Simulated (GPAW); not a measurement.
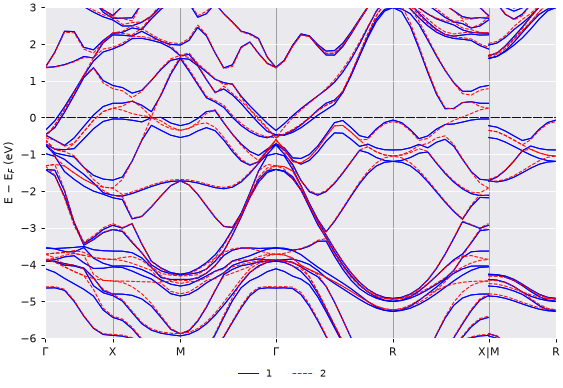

Band structures of Ta₄C₃, space group Pm-3m (No. 221), 7 atoms in the cell (cubic a = 4.445 Å), by two methods on the same cell. Each is counted from its own Fermi level.

Which curve is which? The methods: PBEsol, PBEsol+SOC.

1 is PBEsol+SOC; 2 is PBEsol. PBEsol+SOC gives a metal and PBEsol gives a metal. Spin-orbit coupling splits levels that are degenerate without it.

Settings. PBEsol+SOC: PAW data sets generated in the run's folder for this functional, spin-orbit coupling, no magnetisation, 6×6×6 k mesh, 800 eV cutoff, Fermi-Dirac smearing of 0.05 eV (GPAW). PBEsol: PAW data sets generated in the run's folder for this functional, no spin polarisation, no spin-orbit coupling, 6×6×6 k mesh, 800 eV cutoff, Fermi-Dirac smearing of 0.05 eV (GPAW).

The cell is at −8 GPa in PBEsol+SOC and −8 GPa in PBEsol. The cell comes from a database of computed structures, and whether it is the stable form of this composition wasn't checked. PBEsol+SOC: spin-orbit coupling was added after a scalar SCF, so levels and gaps hold it while energy, forces, pressure and moments don't. PBEsol+SOC: this program's spin-orbit splittings come out too wide for heavy elements.
